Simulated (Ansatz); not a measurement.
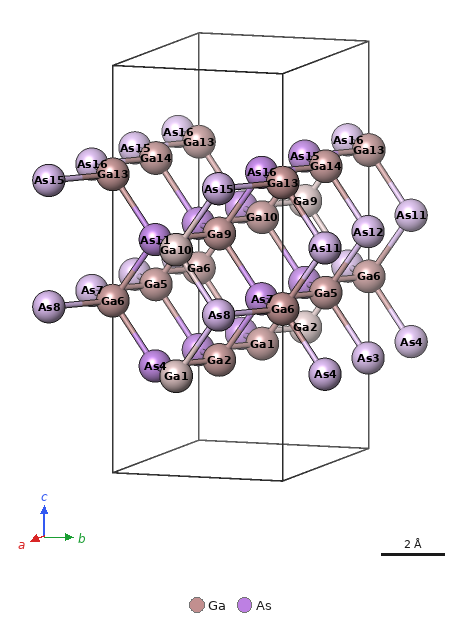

Figure 1. The structure as given in the input (ball-and-stick view of the cell of the calculation, with the vacuum cut short, seen slightly off an axis; neighbours outside the cell are drawn fainter; atoms are numbered from 1 in the order of the input). Near neighbours in the crystal (not all of them lie inside the picture): Ga has 3 As at 2.49 Å; As has 3 Ga at 2.49 Å; Ga has 4 As at 2.49 Å; As has 4 Ga at 2.49 Å.

GaAs: geometry relaxation (part 1 of 3)

The run: geometry relaxation of GaAs (slab, 16 atoms in the cell). Method and program: DFT PBE, scalar-relativistic, plane waves, PAW, no spin polarisation (Ansatz 0.2.0).

The structure derives from an entry of the Crystallography Open Database. The input holds or restrains some coordinates. It belongs to a series of runs on one base structure; here: clean slab, lower planes held. Figures and captions count atoms from 1; the log counts them from 0 in places.

Log
```
Engine: ansatz 0.2.0, aarch64-unknown-linux-gnu
Pseudopotentials: kind: paw
Pseudopotential: Ga, paw, valence charge 13, recommended cutoff 420 eV (normal), Ga.paw.azcp
Pseudopotential: As, paw, valence charge 15, recommended cutoff 420 eV (normal), As.paw.azcp
Functional definition: PBE
  parameter kappa = 0.804
  parameter beta = 0.06672455060314922
  exchange = pbe_x(kappa = kappa, mu = beta*pi^2/3)
  correlation = pbe_c(beta = beta)
Crystal: 16 atoms, lattice volume = 1031.396 Å³
Basis set: ecut = 420 eV, 20197 PW (Γ), exchange–correlation on 120×80×300 points (8 copies of the dense FFT grid, shifted against one another)
Bands: 135, of which v1, the nominal top of the filled ones, is band 112 counted from 1 (111 counted from 0)
Symmetry: 4 space group operations
k-points: 4 of 6 (time reversal used)
Non-local potential: Ga, projectors of the file, l = 0: 2, l = 1: 2, l = 2: 3, l = 3: 1
Non-local potential: As, projectors of the file, l = 0: 2, l = 1: 2, l = 2: 3, l = 3: 1
PAW form: soft (Blöchl's): semilocal exchange-correlation on the pseudo side does not see the compensation charge
PAW one-centre angular grid: Ga, 590 points (default); XC on 64 Gauss nodes
PAW one-centre angular grid: As, 590 points (default); XC on 64 Gauss nodes
Initial density: superposition of atomic densities (neutral atoms: chi_scale 0, normalization atom), corrected by the library's trained network
Initial wavefunctions: pseudopotential atomic-orbital guess
Functional: x = pbe(κ = 0.804, μ = 0.2195149727645171), c = pbe(β = 0.06672455060314922)
SCF iter   1: F=—  HF=-69112.943641 eV  |F-HF|=—  |Δ(HF+E_count)|=         —  Δρ=1.53e-3  dr2=5.13e-2  ethr=1.77e-3  p=0.000 e·Å  D=1.78e-14 V/Å  ΔV_dip=-0.00 eV  dr2_dipole=1.62e-8  V_vac-E_F(+/−)=4.53/4.53 eV  ⟨swp⟩=5.8  Hψ=1893  notcnv=0  defer=29
efield: sawtooth ramp at fractional position 0.9800 (placed from the atoms, in the widest stretch of the axis that holds none; the zero of the levels goes with the place), width 0.0400; the density the first Hamiltonian is built on has a dipole p = 0.000 e·Å; the dipole correction subtracts the counter field D = 1.78e-14 V/Å, which shifts the + side's vacuum level by -0.00 eV against the − side's; the planar-averaged density in the ramp window peaks in size at 1.2e-6 e/Å³
preconditioner: auto → Resta (q_TF=auto, 2.115 Å⁻¹)  ε∞=2.0  [insulator: Δε(μ)=0.577 eV  Ē_g=13.789 eV  σ=0.050 eV  W_gap=1.00  n_scr=160 (ndim 8)  ℏωp=13.9 eV  f_vac=0.589  D(μ)=0.00/eV (n_scr^D=0)  ε∞_Penn≈2.0  vacuum switching on, ρ_ref=1.4e-2 e/Å³]
SCF iter   2: F=—  HF=-69112.932917 eV  |F-HF|=—  |Δ(HF+E_count)|=   1.07e-2  Δρ=7.55e-4  dr2=8.05e-3  ethr=2.29e-5  p=-0.000 e·Å  D=-1.98e-5 V/Å  ΔV_dip=0.00 eV  dr2_dipole=4.96e-7  V_vac-E_F(+/−)=4.49/4.49 eV  ⟨swp⟩=2.0  Hψ=928  notcnv=0  defer=71
SCF iter   3: F=—  HF=-69112.933769 eV  |F-HF|=—  |Δ(HF+E_count)|=   8.52e-4  Δρ=3.55e-4  dr2=2.63e-3  ethr=3.60e-6  p=0.001 e·Å  D=9.18e-5 V/Å  ΔV_dip=-0.00 eV  dr2_dipole=1.07e-5  V_vac-E_F(+/−)=4.44/4.45 eV  ⟨swp⟩=2.0  Hψ=832  notcnv=0  defer=71
SCF iter   4: F=—  HF=-69112.934823 eV  |F-HF|=—  |Δ(HF+E_count)|=   1.05e-3  Δρ=1.46e-4  dr2=1.38e-3  ethr=1.17e-6  p=-0.003 e·Å  D=-5.13e-4 V/Å  ΔV_dip=0.01 eV  dr2_dipole=3.40e-4  V_vac-E_F(+/−)=4.45/4.44 eV  ⟨swp⟩=2.0  Hψ=586  notcnv=0  defer=71
SCF iter   5: F=—  HF=-69112.935126 eV  |F-HF|=—  |Δ(HF+E_count)|=   3.03e-4  Δρ=1.49e-4  dr2=4.57e-3  ethr=6.17e-7  p=0.008 e·Å  D=1.35e-3 V/Å  ΔV_dip=-0.03 eV  dr2_dipole=2.33e-3  V_vac-E_F(+/−)=4.42/4.45 eV  ⟨swp⟩=2.0  Hψ=541  notcnv=0  defer=71  recentre
SCF iter   6: F=—  HF=-69112.934832 eV  |F-HF|=—  |Δ(HF+E_count)|=   2.94e-4  Δρ=7.92e-5  dr2=4.44e-4  ethr=6.17e-7  p=-0.002 e·Å  D=-3.86e-4 V/Å  ΔV_dip=0.01 eV  dr2_dipole=1.90e-4  V_vac-E_F(+/−)=4.44/4.43 eV  ⟨swp⟩=2.0  Hψ=527  notcnv=0  defer=71
SCF iter   7: F=-69112.934843 eV  HF=-69112.934856 eV  |F-HF|=1.30e-5  |Δ(HF+E_count)|=   2.42e-5  Δρ=2.63e-5  dr2=2.16e-5  ethr=1.00e-8  p=-0.000 e·Å  D=-7.19e-5 V/Å  ΔV_dip=0.00 eV  dr2_dipole=6.75e-6  V_vac-E_F(+/−)=4.43/4.43 eV  ⟨swp⟩=19.2  Hψ=4978  notcnv=0
SCF 1 converged in 7 iterations: F = -69112.934843 eV  dr2 = 2.16e-5
  greatest PAW one-centre occupation: 0.999 electrons in one spin orbital (limit 2), on the As atom at site 15 (counted from 0), in its partial waves of l = 2
relax step   1: F+E_penalty+E_count = -69112.93484342 eV  Δ(F+E_penalty+E_count) = +0.000e0 eV  max|allowed force component| = 1.147e0 eV/Å  Δτ_max = 0.0000 Å  (7 SCF iters, dr2 threshold 2.25e-5 eV, accepted)
Initial density: handed on by an earlier stage of this run
Initial wavefunctions: those handed on with the density
iter 1 solved again at ethr=3.55e-5 eV; its pass at ethr=3.10e-3 eV (dr2=7.94e-2 eV) is discarded
SCF iter   1: F=—  HF=-69113.673707 eV  |F-HF|=—  |Δ(HF+E_count)|=         —  Δρ=3.99e-3  dr2=7.93e-2  ethr=3.55e-5  p=-0.000 e·Å  D=-6.93e-5 V/Å  ΔV_dip=0.00 eV  dr2_dipole=5.45e-4  V_vac-E_F(+/−)=4.43/4.43 eV  ⟨swp⟩=1.8  Hψ=1729  notcnv=0  defer=74
efield: sawtooth ramp at fractional position 0.9800 (handed on by an earlier solve), width 0.0400; the density the first Hamiltonian is built on has a dipole p = -0.000 e·Å; the dipole correction subtracts the counter field D = -6.93e-5 V/Å, which shifts the + side's vacuum level by +0.00 eV against the − side's; the planar-averaged density in the ramp window peaks in size at 7.2e-6 e/Å³
preconditioner: auto → Resta (q_TF=auto, 2.115 Å⁻¹)  ε∞=2.0  [insulator: Δε(μ)=0.643 eV  Ē_g=13.805 eV  σ=0.050 eV  W_gap=1.00  n_scr=160 (ndim 8)  ℏωp=13.9 eV  f_vac=0.591  D(μ)=0.00/eV (n_scr^D=0)  ε∞_Penn≈2.0  vacuum switching on, ρ_ref=1.4e-2 e/Å³]
SCF iter   2: F=—  HF=-69113.666703 eV  |F-HF|=—  |Δ(HF+E_count)|=   7.00e-3  Δρ=1.95e-3  dr2=4.89e-2  ethr=3.54e-5  p=0.019 e·Å  D=3.27e-3 V/Å  ΔV_dip=-0.07 eV  dr2_dipole=1.88e-2  V_vac-E_F(+/−)=4.41/4.48 eV  ⟨swp⟩=2.0  Hψ=626  notcnv=0  defer=74
SCF iter   3: F=—  HF=-69113.713478 eV  |F-HF|=—  |Δ(HF+E_count)|=   4.68e-2  Δρ=1.64e-3  dr2=5.67e-1  ethr=2.18e-5  p=-0.124 e·Å  D=-2.18e-2 V/Å  ΔV_dip=0.48 eV  dr2_dipole=2.90e-1  V_vac-E_F(+/−)=4.73/4.25 eV  ⟨swp⟩=2.2  Hψ=591  notcnv=0  defer=74  recentre
SCF iter   4: F=—  HF=-69113.664382 eV  |F-HF|=—  |Δ(HF+E_count)|=   4.91e-2  Δρ=3.73e-4  dr2=2.53e-3  ethr=2.18e-5  p=-0.013 e·Å  D=-2.34e-3 V/Å  ΔV_dip=0.05 eV  dr2_dipole=8.38e-4  V_vac-E_F(+/−)=4.51/4.46 eV  ⟨swp⟩=2.2  Hψ=682  notcnv=0  defer=74
SCF iter   5: F=—  HF=-69113.664624 eV  |F-HF|=—  |Δ(HF+E_count)|=   2.43e-4  Δρ=1.28e-4  dr2=1.32e-4  ethr=1.13e-6  p=-0.021 e·Å  D=-3.60e-3 V/Å  ΔV_dip=0.08 eV  dr2_dipole=1.51e-7  V_vac-E_F(+/−)=4.53/4.45 eV  ⟨swp⟩=2.0  Hψ=565  notcnv=0  defer=74
SCF iter   6: F=-69113.664684 eV  HF=-69113.664687 eV  |F-HF|=3.42e-6  |Δ(HF+E_count)|=   6.30e-5  Δρ=4.14e-5  dr2=1.30e-5  ethr=3.67e-8  p=-0.020 e·Å  D=-3.53e-3 V/Å  ΔV_dip=0.08 eV  dr2_dipole=2.35e-8  V_vac-E_F(+/−)=4.53/4.45 eV  ⟨swp⟩=19.0  Hψ=5162  notcnv=0
SCF 2 converged in 6 iterations: F = -69113.664684 eV  dr2 = 1.30e-5
relax step   2: F+E_penalty+E_count = -69113.66468406 eV  Δ(F+E_penalty+E_count) = -7.298e-1 eV  max|allowed force component| = 7.133e-1 eV/Å  Δτ_max = 0.1949 Å  (6 SCF iters, dr2 threshold 8.22e-5 eV, accepted)
SCF iter   1: F=—  HF=-69113.966083 eV  |F-HF|=—  |Δ(HF+E_count)|=         —  Δρ=3.73e-3  dr2=6.93e-2  ethr=2.66e-4  p=-0.020 e·Å  D=-3.53e-3 V/Å  ΔV_dip=0.08 eV  dr2_dipole=4.46e-3  V_vac-E_F(+/−)=4.52/4.44 eV  ⟨swp⟩=4.5  Hψ=1250  notcnv=0  defer=66
efield: sawtooth ramp at fractional position 0.9800 (handed on by an earlier solve), width 0.0400; the density the first Hamiltonian is built on has a dipole p = -0.020 e·Å; the dipole correction subtracts the counter field D = -3.53e-3 V/Å, which shifts the + side's vacuum level by +0.08 eV against the − side's; the planar-averaged density in the ramp window peaks in size at 3.3e-6 e/Å³
preconditioner: auto → Resta (q_TF=auto, 2.115 Å⁻¹)  ε∞=2.0  [insulator: Δε(μ)=0.639 eV  Ē_g=13.813 eV  σ=0.050 eV  W_gap=1.00  n_scr=160 (ndim 8)  ℏωp=13.9 eV  f_vac=0.593  D(μ)=0.00/eV (n_scr^D=0)  ε∞_Penn≈2.0  vacuum switching on, ρ_ref=1.4e-2 e/Å³]
SCF iter   2: F=—  HF=-69113.968357 eV  |F-HF|=—  |Δ(HF+E_count)|=   2.27e-3  Δρ=1.90e-3  dr2=1.03e-1  ethr=3.09e-5  p=0.039 e·Å  D=6.91e-3 V/Å  ΔV_dip=-0.15 eV  dr2_dipole=4.86e-2  V_vac-E_F(+/−)=4.39/4.54 eV  ⟨swp⟩=2.0  Hψ=934  notcnv=0  defer=69
SCF iter   3: F=—  HF=-69113.978027 eV  |F-HF|=—  |Δ(HF+E_count)|=   9.67e-3  Δρ=1.46e-3  dr2=1.89e-1  ethr=3.09e-5  p=-0.086 e·Å  D=-1.51e-2 V/Å  ΔV_dip=0.33 eV  dr2_dipole=9.28e-2  V_vac-E_F(+/−)=4.69/4.36 eV  ⟨swp⟩=2.0  Hψ=575  notcnv=0  defer=69
SCF iter   4: F=—  HF=-69113.960366 eV  |F-HF|=—  |Δ(HF+E_count)|=   1.77e-2  Δρ=2.85e-4  dr2=1.09e-3  ethr=3.09e-5  p=-0.017 e·Å  D=-3.02e-3 V/Å  ΔV_dip=0.07 eV  dr2_dipole=1.65e-4  V_vac-E_F(+/−)=4.55/4.48 eV  ⟨swp⟩=2.0  Hψ=627  notcnv=0  defer=69
SCF iter   5: F=—  HF=-69113.960613 eV  |F-HF|=—  |Δ(HF+E_count)|=   2.47e-4  Δρ=1.32e-4  dr2=2.02e-4  ethr=4.88e-7  p=-0.021 e·Å  D=-3.70e-3 V/Å  ΔV_dip=0.08 eV  dr2_dipole=3.71e-8  V_vac-E_F(+/−)=4.56/4.48 eV  ⟨swp⟩=2.0  Hψ=609  notcnv=0  defer=69
SCF iter   6: F=—  HF=-69113.960674 eV  |F-HF|=—  |Δ(HF+E_count)|=   6.03e-5  Δρ=5.39e-5  dr2=4.45e-5  ethr=9.00e-8  p=-0.021 e·Å  D=-3.75e-3 V/Å  ΔV_dip=0.08 eV  dr2_dipole=1.98e-7  V_vac-E_F(+/−)=4.56/4.48 eV  ⟨swp⟩=2.0  Hψ=591  notcnv=0  defer=69
SCF iter   7: F=-69113.960677 eV  HF=-69113.960677 eV  |F-HF|=3.68e-7  |Δ(HF+E_count)|=   2.98e-6  Δρ=1.76e-5  dr2=3.03e-6  ethr=1.42e-8  p=-0.021 e·Å  D=-3.70e-3 V/Å  ΔV_dip=0.08 eV  dr2_dipole=1.37e-10  V_vac-E_F(+/−)=4.56/4.48 eV  ⟨swp⟩=19.8  Hψ=5547  notcnv=0
SCF 3 converged in 7 iterations: F = -69113.960677 eV  dr2 = 3.03e-6
relax step   3: F+E_penalty+E_count = -69113.96067704 eV  Δ(F+E_penalty+E_count) = -2.960e-1 eV  max|allowed force component| = 2.459e-1 eV/Å  Δτ_max = 0.1949 Å  (7 SCF iters, dr2 threshold 3.18e-5 eV, accepted)
SCF iter   1: F=—  HF=-69114.008904 eV  |F-HF|=—  |Δ(HF+E_count)|=         —  Δρ=4.17e-3  dr2=1.45e-1  ethr=2.95e-4  p=-0.021 e·Å  D=-3.70e-3 V/Å  ΔV_dip=0.08 eV  dr2_dipole=3.06e-2  V_vac-E_F(+/−)=4.54/4.46 eV  ⟨swp⟩=4.0  Hψ=1242  notcnv=0  defer=61
efield: sawtooth ramp at fractional position 0.9800 (handed on by an earlier solve), width 0.0400; the density the first Hamiltonian is built on has a dipole p = -0.021 e·Å; the dipole correction subtracts the counter field D = -3.70e-3 V/Å, which shifts the + side's vacuum level by +0.08 eV against the − side's; the planar-averaged density in the ramp window peaks in size at 6.6e-6 e/Å³
preconditioner: auto → Resta (q_TF=auto, 2.115 Å⁻¹)  ε∞=2.0  [insulator: Δε(μ)=0.677 eV  Ē_g=13.821 eV  σ=0.050 eV  W_gap=1.00  n_scr=160 (ndim 8)  ℏωp=13.9 eV  f_vac=0.593  D(μ)=0.00/eV (n_scr^D=0)  ε∞_Penn≈2.0  vacuum switching on, ρ_ref=1.4e-2 e/Å³]
SCF iter   2: F=—  HF=-69114.044471 eV  |F-HF|=—  |Δ(HF+E_count)|=   3.56e-2  Δρ=2.51e-3  dr2=4.87e-1  ethr=6.46e-5  p=0.134 e·Å  D=2.35e-2 V/Å  ΔV_dip=-0.52 eV  dr2_dipole=2.45e-1  V_vac-E_F(+/−)=4.16/4.68 eV  ⟨swp⟩=2.5  Hψ=704  notcnv=0  defer=71  recentre
SCF iter   3: F=—  HF=-69114.001404 eV  |F-HF|=—  |Δ(HF+E_count)|=   4.31e-2  Δρ=2.80e-3  dr2=8.47e-2  ethr=6.46e-5  p=-0.023 e·Å  D=-4.08e-3 V/Å  ΔV_dip=0.09 eV  dr2_dipole=2.53e-2  V_vac-E_F(+/−)=4.55/4.46 eV  ⟨swp⟩=3.0  Hψ=579  notcnv=0  defer=71
SCF iter   4: F=—  HF=-69113.995156 eV  |F-HF|=—  |Δ(HF+E_count)|=   6.25e-3  Δρ=1.62e-3  dr2=1.06e-2  ethr=3.78e-5  p=0.012 e·Å  D=2.02e-3 V/Å  ΔV_dip=-0.04 eV  dr2_dipole=5.26e-6  V_vac-E_F(+/−)=4.46/4.51 eV  ⟨swp⟩=2.0  Hψ=630  notcnv=0  defer=66
SCF iter   5: F=—  HF=-69113.996860 eV  |F-HF|=—  |Δ(HF+E_count)|=   1.70e-3  Δρ=1.37e-4  dr2=4.56e-4  ethr=4.75e-6  p=0.007 e·Å  D=1.31e-3 V/Å  ΔV_dip=-0.03 eV  dr2_dipole=3.86e-5  V_vac-E_F(+/−)=4.48/4.51 eV  ⟨swp⟩=2.0  Hψ=779  notcnv=0  defer=66
SCF iter   6: F=—  HF=-69113.996789 eV  |F-HF|=—  |Δ(HF+E_count)|=   7.10e-5  Δρ=7.06e-5  dr2=4.80e-5  ethr=2.04e-7  p=0.006 e·Å  D=1.14e-3 V/Å  ΔV_dip=-0.03 eV  dr2_dipole=4.19e-6  V_vac-E_F(+/−)=4.48/4.51 eV  ⟨swp⟩=2.0  Hψ=567  notcnv=0  defer=66
SCF iter   7: F=—  HF=-69113.996799 eV  |F-HF|=—  |Δ(HF+E_count)|=   1.03e-5  Δρ=3.41e-5  dr2=7.43e-6  ethr=2.14e-8  p=0.006 e·Å  D=1.03e-3 V/Å  ΔV_dip=-0.02 eV  dr2_dipole=3.84e-8  V_vac-E_F(+/−)=4.48/4.51 eV  ⟨swp⟩=2.0  Hψ=761  notcnv=0  defer=66
SCF iter   8: F=-69113.996802 eV  HF=-69113.996802 eV  |F-HF|=1.28e-7  |Δ(HF+E_count)|=   2.58e-6  Δρ=1.07e-5  dr2=1.13e-6  ethr=3.21e-9  p=0.006 e·Å  D=1.04e-3 V/Å  ΔV_dip=-0.02 eV  dr2_dipole=1.18e-8  V_vac-E_F(+/−)=4.48/4.51 eV  ⟨swp⟩=19.0  Hψ=5363  notcnv=0
SCF 4 converged in 8 iterations: F = -69113.996802 eV  dr2 = 1.13e-6
relax step   4: F+E_penalty+E_count = -69113.99680186 eV  Δ(F+E_penalty+E_count) = -3.612e-2 eV  max|allowed force component| = 1.869e-1 eV/Å  Δτ_max = 0.1610 Å  (8 SCF iters, dr2 threshold 7.18e-6 eV, accepted)
```
